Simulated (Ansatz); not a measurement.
Consider Ti₅Si.

```
Ti Si
1.0
     4.49138    0.00000    0.00000
    -2.24569    3.88965    0.00000
     0.00000    0.00000    5.53373
Ti Si
5 1
Direct
  0.00000 0.00000 0.74547
  0.00000 0.00000 0.25453
  0.33333 0.66667 0.00000
  0.33333 0.66667 0.50000
  0.66667 0.33333 0.00000
  0.66667 0.33333 0.50000
```

Space group P-6m2; a structure from a database of computed crystals, not necessarily the ambient phase; computed without spin polarisation.

These are results of Ansatz 0.2.0, DFT r2SCAN, scalar-relativistic, plane waves, PAW, not measurements.

Question: What can the converged valence pseudo-density and electron localisation function tell about the bonding?

Answer: Ti–Si (2.59 Å): ρ at the midpoint is about 0.29 e/Å³; the ELF peaks at about 0.65 in the valence shell of Si, 0.9 Å from its nucleus, and is about 0.30 at the midpoint.

Question: Metal or insulator at this level of theory?

Answer: It is gapless in this calculation (a metal or semimetal).

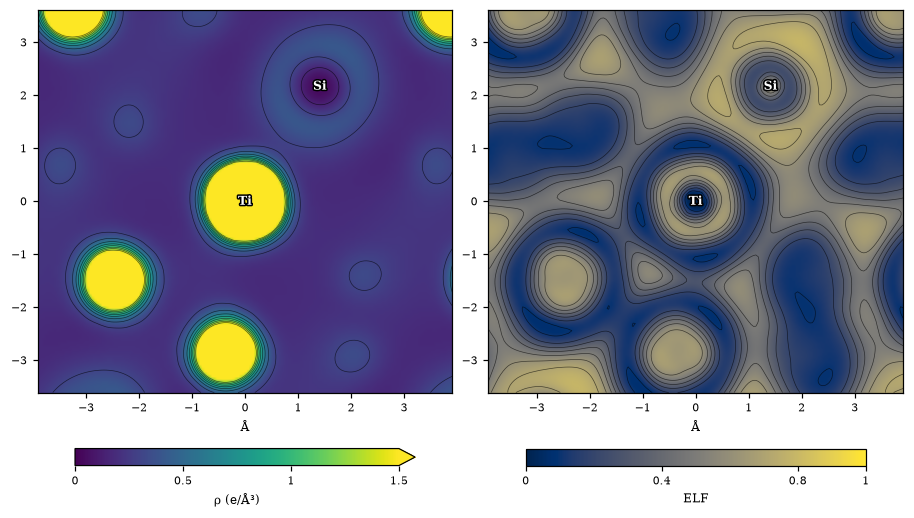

Computed valence pseudo-density and electron localisation function on the (111) plane of the conventional cell, in this order. Atoms just off the plane (Ti, 0.5 Å away) can leave unmarked features too.

In a PAW calculation such maps are meaningful between the atoms, not at the nuclei.
